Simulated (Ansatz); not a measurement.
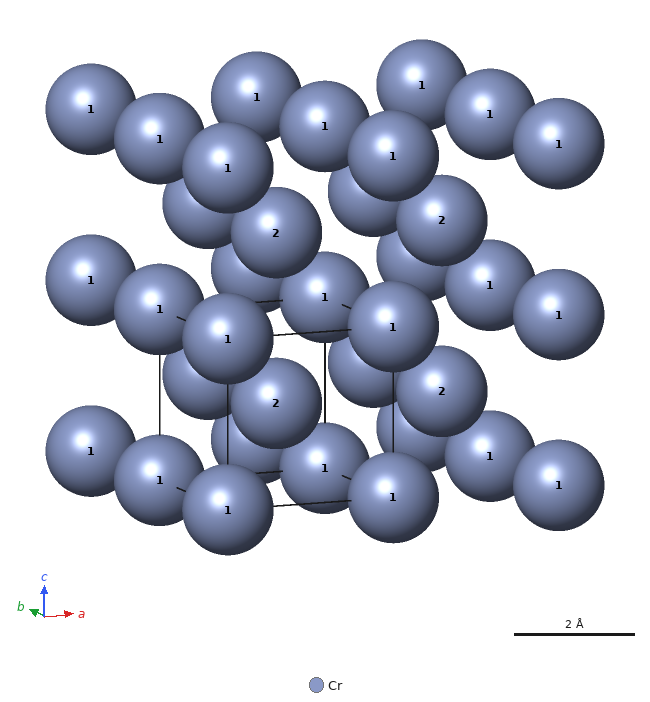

Fig. 1: The input geometry (spheres-only view of the cell of the calculation, repeated 2 × 2 × 2, seen slightly off an axis; atoms are numbered from 1 in the order of the input).

**Cr: single-point calculation**

Cr (I4/mmm, 2 atoms in the cell), computed with DFT, LDA, all-electron LAPW, scalar-relativistic, spin-polarised (Ansatz 0.2.0).

The structure derives from a Materials Project entry. It belongs to a series of runs on one base structure; here: stretched by -2 % along [0.0, 0.0, 1.0] at fixed volume; collinear moments without spin-orbit coupling, LAPW. Figures and captions count atoms from 1; the log counts them from 0 in places.

**The program's output**
```
settings of this run that can trade accuracy for cost: output.eigenvalues: false. Do not mix this run's numbers with those of runs without the same settings; the input reference describes each key
LAPW: plane waves up to 10.269 Å⁻¹, error target 2.5e-5 eV per atom; small_component_spin mean_spin; Cr in spheres of 1.286 Å, 14 of its electrons in bands, Dirac shells [] (how accurate: hamiltonian.pseudopotentials.lapw.basis_error, Limitations)
Engine: ansatz 0.2.0, x86_64-unknown-linux-gnu
Pseudopotentials: kind: all_electron
Pseudopotential: Cr, LAPW, valence charge 14, lapw/all_electron/scalar/gaussian/Cr, Koelling and Harmon's equation, gaussian nucleus
Functional definition: SPW92
  exchange = slater_x
  correlation = pw_c
Crystal: 2 atoms, lattice volume = 26.169 Å³
Basis set: ecut = 401.79564795773683 eV, 461 PW (Γ), exchange–correlation at level 2
Bands: 20, of which v1, the nominal top of the filled ones, is band 14 counted from 1 (13 counted from 0)
Symmetry: 16 space group operations
Space group: P4/mmm (ITA 123), of the structure as read, at distance tolerance 3.0e-5 Å
Magnetic group: BNS 123.350 (UNI 1010), of the structure as read, at distance tolerance 3.0e-5 Å
k-points: 75 of 512
Non-local potential: Cr, projectors of the file, none
Initial density: superposition of atomic densities (chi_scale 0.1, normalization cell)
Starting moments: Σ|m| = 2.4 μB on 2 of 2 sites
Starting magnetic order: antiferromagnet; a translation exchanges its spin sublattices: spin-degenerate at every k-point
Initial wavefunctions: plane waves of lowest kinetic energy (no species holds an atomic orbital)
Functional: x = slater, c = lda
iter 1 solved again at ethr=3.14e-3 eV; its pass at ethr=1.00e-1 eV (dr2=8.79e-1 eV) is discarded
SCF iter   1: F=—  HF=-57085.489766 eV  |F-HF|=—  |Δ(HF+E_count)|=         —  Δρ=4.24e-2 (↑4.24e-2 ↓4.24e-2)  dr2=8.82e-1  dr2_m=4.71e-2  M=0.000 μB ∫|m|=1.406 μB  β_m=0.30  ethr=3.14e-3  ⟨swp⟩=2.0  Hψ=9754  notcnv=0
preconditioner: auto → none  [metal: Δε(μ)=0.030 eV  Ē_g=5.171 eV  σ=0.050 eV  W_gap=0.15  n_scr=6 (ndim 8)  ℏωp=25.1 eV  f_vac=0.000  D(μ)=0.91/eV (n_scr^D=6)  sad-step TF]
SCF iter   2: F=—  HF=-57081.967194 eV  |F-HF|=—  |Δ(HF+E_count)|=    3.52e0  Δρ=1.32e-2 (↑1.32e-2 ↓1.32e-2)  dr2=1.08e-1  dr2_m=1.32e-4  M=0.000 μB ∫|m|=1.820 μB  β_m=0.30  ethr=3.14e-3  ⟨swp⟩=3.0  Hψ=5005  notcnv=0
SCF iter   3: F=—  HF=-57081.880031 eV  |F-HF|=—  |Δ(HF+E_count)|=         —  Δρ=7.29e-3 (↑7.29e-3 ↓7.29e-3)  dr2=3.27e-2  dr2_m=5.68e-4  M=0.000 μB ∫|m|=1.894 μB  β_m=1.00  ethr=3.84e-4  ⟨swp⟩=2.0  Hψ=4568  notcnv=0  defer=1
the basis was enlarged: its passes take 4.3 MiB over the memory plan, 4 of 4 planned eigensolver slots
iter 4 solved again at ethr=2.46e-6 eV; its pass at ethr=1.17e-4 eV (dr2=6.89e-4 eV) is discarded
SCF iter   4: F=—  HF=-57081.845349 eV  |F-HF|=—  |Δ(HF+E_count)|=   3.47e-2  Δρ=2.21e-3 (↑2.21e-3 ↓2.21e-3)  dr2=6.88e-4  dr2_m=9.25e-4  M=0.000 μB ∫|m|=1.982 μB  β_m=1.00  ethr=2.46e-6  ⟨swp⟩=2.0  Hψ=7118  notcnv=0
SCF iter   5: F=—  HF=-57081.846715 eV  |F-HF|=—  |Δ(HF+E_count)|=   1.37e-3  Δρ=2.19e-3 (↑2.19e-3 ↓2.19e-3)  dr2=4.66e-5  dr2_m=1.13e-3  M=0.000 μB ∫|m|=2.080 μB  β_m=1.00  ethr=2.46e-6  ⟨swp⟩=2.2  Hψ=4255  notcnv=0
SCF iter   6: F=—  HF=-57081.848457 eV  |F-HF|=—  |Δ(HF+E_count)|=   1.74e-3  Δρ=1.79e-3 (↑1.79e-3 ↓1.79e-3)  dr2=1.17e-5  dr2_m=7.65e-4  M=0.000 μB ∫|m|=2.160 μB  β_m=1.00  ethr=1.66e-7  ⟨swp⟩=3.0  Hψ=4705  notcnv=0
SCF iter   7: F=—  HF=-57081.849790 eV  |F-HF|=—  |Δ(HF+E_count)|=   1.33e-3  Δρ=1.69e-3 (↑1.69e-3 ↓1.69e-3)  dr2=2.72e-6  dr2_m=6.88e-4  M=0.000 μB ∫|m|=2.236 μB  β_m=1.00  ethr=4.20e-8  ⟨swp⟩=3.0  Hψ=4711  notcnv=0
SCF iter   8: F=—  HF=-57081.850923 eV  |F-HF|=—  |Δ(HF+E_count)|=   1.13e-3  Δρ=1.42e-3 (↑1.42e-3 ↓1.42e-3)  dr2=1.49e-7  dr2_m=4.86e-4  M=0.000 μB ∫|m|=2.301 μB  β_m=1.00  ethr=9.73e-9  ⟨swp⟩=3.1  Hψ=4856  notcnv=0
SCF iter   9: F=—  HF=-57081.851753 eV  |F-HF|=—  |Δ(HF+E_count)|=   8.30e-4  Δρ=1.24e-3 (↑1.24e-3 ↓1.24e-3)  dr2=5.71e-7  dr2_m=3.71e-4  M=0.000 μB ∫|m|=2.357 μB  β_m=1.00  ethr=5.31e-10  ⟨swp⟩=3.9  Hψ=5497  notcnv=0
SCF iter  10: F=—  HF=-57081.852373 eV  |F-HF|=—  |Δ(HF+E_count)|=   6.20e-4  Δρ=1.06e-3 (↑1.06e-3 ↓1.06e-3)  dr2=2.87e-7  dr2_m=2.68e-4  M=0.000 μB ∫|m|=2.405 μB  β_m=1.00  ethr=5.31e-10  ⟨swp⟩=3.9  Hψ=5389  notcnv=0
SCF iter  11: F=—  HF=-57081.852816 eV  |F-HF|=—  |Δ(HF+E_count)|=   4.43e-4  Δρ=8.80e-4 (↑8.80e-4 ↓8.80e-4)  dr2=2.14e-8  dr2_m=1.86e-4  M=0.000 μB ∫|m|=2.444 μB  β_m=0.30  ethr=5.31e-10  ⟨swp⟩=3.8  Hψ=5144  notcnv=0
Mixer restart at iter 11: flushing history
spin-set hold released at iteration 11 (site moments contracting): the magnetisation degrees of freedom join the quasi-Newton model from the next iteration; the mixer history was flushed
SCF iter  12: F=—  HF=-57081.852915 eV  |F-HF|=—  |Δ(HF+E_count)|=   9.90e-5  Δρ=8.41e-4 (↑8.41e-4 ↓8.41e-4)  dr2=7.20e-8  dr2_m=1.70e-4  M=0.000 μB ∫|m|=2.454 μB  β_m=0.10  ethr=7.64e-11  ⟨swp⟩=3.3  Hψ=4922  notcnv=0
SCF iter  13: F=—  HF=-57081.853208 eV  |F-HF|=—  |Δ(HF+E_count)|=   2.93e-4  Δρ=6.79e-4 (↑6.79e-4 ↓6.79e-4)  dr2=1.42e-7  dr2_m=1.10e-4  M=0.000 μB ∫|m|=2.487 μB  β_m=0.14  ethr=7.64e-11  ⟨swp⟩=4.0  Hψ=5684  notcnv=0
SCF iter  14: F=—  HF=-57081.853622 eV  |F-HF|=—  |Δ(HF+E_count)|=   4.14e-4  Δρ=3.68e-4 (↑3.68e-4 ↓3.68e-4)  dr2=6.16e-6  dr2_m=3.00e-5  M=0.000 μB ∫|m|=2.542 μB  β_m=0.68  ethr=7.64e-11  ⟨swp⟩=4.3  Hψ=5883  notcnv=0
SCF iter  15: F=—  HF=-57081.853799 eV  |F-HF|=—  |Δ(HF+E_count)|=   1.77e-4  Δρ=5.37e-5 (↑5.37e-5 ↓5.37e-5)  dr2=1.36e-6  dr2_m=7.98e-8  M=0.000 μB ∫|m|=2.640 μB  β_m=0.49  ethr=7.64e-11  ⟨swp⟩=4.7  Hψ=6084  notcnv=0
SCF iter  16: F=—  HF=-57081.853792 eV  |F-HF|=—  |Δ(HF+E_count)|=   6.75e-6  Δρ=5.92e-6 (↑5.92e-6 ↓5.92e-6)  dr2=4.26e-9  dr2_m=5.31e-9  M=0.000 μB ∫|m|=2.630 μB  β_m=0.74  ethr=7.64e-11  ⟨swp⟩=3.9  Hψ=5199  notcnv=0
SCF iter  17: F=—  HF=-57081.853792 eV  |F-HF|=—  |Δ(HF+E_count)|=   3.45e-8  Δρ=1.39e-6 (↑1.39e-6 ↓1.39e-6)  dr2=2.12e-10  dr2_m=3.54e-10  M=0.000 μB ∫|m|=2.628 μB  β_m=0.87  ethr=1.52e-11  ⟨swp⟩=3.0  Hψ=4694  notcnv=0
SCF iter  18: F=-57081.853792 eV  HF=-57081.853792 eV  |F-HF|=7.28e-12  |Δ(HF+E_count)|=   2.74e-9  Δρ=1.84e-7 (↑1.84e-7 ↓1.84e-7)  dr2=6.25e-12  dr2_m=6.17e-12  M=0.000 μB ∫|m|=2.628 μB  ethr=1.00e-12  ⟨swp⟩=3.0  Hψ=4645  notcnv=0
SCF 1 converged in 18 iterations: F = -57081.853792 eV  dr2 = 6.25e-12
```

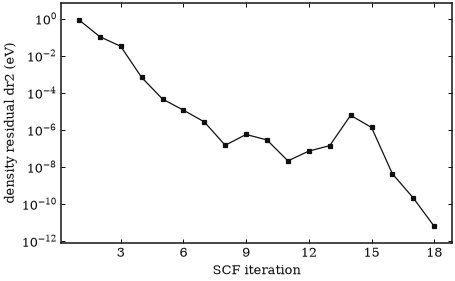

Fig. 2: Convergence of the self-consistent field: density residual dr2 against the SCF iteration. The residual falls unevenly and jumps up by a factor of two or more 3 times on the way down.

```
SCF converged after 18 iterations
Magnetization: 0.0000 μB (14.0000 up, 14.0000 down)
Absolute magnetization: 2.6284 μB (∫|ρ↑−ρ↓|)
Spin contamination: 0.6149 ħ² per cell (⟨S²⟩ above its minimum at these occupations)
Per-site moments (μB) at R_I (Å): [(-1.277930694021828, 1.2858316982431972), (1.277930694021828, 1.2858316982431972)]
Free energy (F): -57081.853792 eV
Harris-Foulkes:  -57081.853792 eV  (|F-HF|=7.28e-12)
Internal energy: -57081.847054 eV  (E = F + TS)
E sigma→0 (E₀):  -57081.850423 eV
Entropy (-TS):   -0.006738 eV (-3.369 meV/atom)
Fermi energy:    16.912962 eV
--- Per-component energies (eV) ---
  E_band       = -347.828925
  E_kinetic    = 57702.868993
  E_xc         = -2541.944288
  E_electrostatic = -112242.771759  (all electrons and nuclei)
  E_smearing   = -0.006738  (= −TS)
  E_closure    = 0.000000  (closes the sum)
  E_atoms      = -57061.099246  (free atoms, spherical and without spin; not in F)
  Σ components = -57081.853792   (vs F -57081.853792, Δ=0.00e0)
  Basis errors (estimates in eV, not in F): energy 5.4e-6 per atom: plane waves 4.4e-6 (2.3e-6 summed), levels above the bands 3.8e-23, relativity 4.1e-9, radial functions 8.9e-7, core shells 3.0e-8; eigenvalues (radial functions only) 4.4e-8; not estimated: angular momenta, meshes, grids; target (lapw.basis_error) 2.5e-5; muffin-tin radii Cr 1.286 Å
settings of this run that can trade accuracy for cost: output.eigenvalues: false. Do not mix this run's numbers with those of runs without the same settings; the input reference describes each key
```

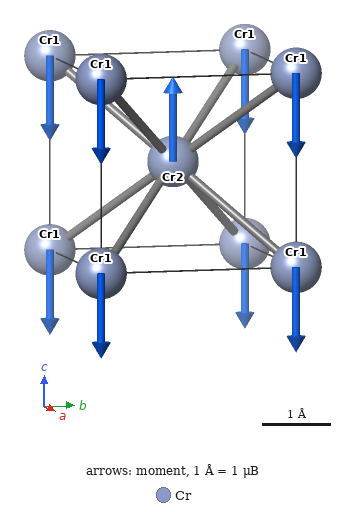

Fig. 3: Magnetic moments of the sites as blue arrows (ball-and-stick view of the cell of the calculation, seen slightly off an axis; atoms are numbered from 1 in the order of the input); small moments hardly show. The run is collinear, so the axis drawn is arbitrary. Site moments: Cr1 (−1.28 μB); Cr2 (1.28 μB). They are counted near the atoms and needn't add up to the moment of the cell.

The run was set up as follows.

**Input**
```yaml
crystal:
  lattice:
    - [2.9990412382, 0.0, 0.0]
    - [0.0, 2.9990412382, 0.0]
    - [0.0, 0.0, 2.909521368]
  atoms:
    - { symbol: Cr, position: [0.0, 0.0, 0.0], spin: -1.2 }
    - { symbol: Cr, position: [0.5, 0.5, 0.5], spin: 1.2 }
magnetization:
  spin_polarized: true
kpoints:
  mp_grid: { grid: [8, 8, 8] }
scf:
  occupations: { method: fermi_dirac, width: 0.05 }
  convergence: { dr2_threshold: 1.0e-09 }
  lower_state_search: "off"
hamiltonian:
  xc: lda
  pseudopotentials: { kind: all_electron, lapw: { basis_error: 2.5e-05 } }
output:
  eigenvalues: false
checkpoint:
  write: state
  compress: false
  write_every: 100000
```

Run as:
```bash
ansatz run input.yaml --threads 4 --pin off --max-ram 8192MiB --backend cpu --events-out ev --progress --plain --runs-dir out
```

**Summary**

```tsv
quantity	value
outcome	converged
space group (tolerance 0.01 Å)	I4/mmm (139)
electrons in bands (core shells apart)	28
free energy	−57081.8538 eV
Fermi energy	16.913 eV
net moment of the cell	0.00 μB
integrated absolute moment	2.63 μB
hardware	4 threads of AMD EPYC (Zen 5), 16 GiB of memory available, shared host
wall time	3.9 s (CPU time 14 s)
peak memory	0.72 GiB
```
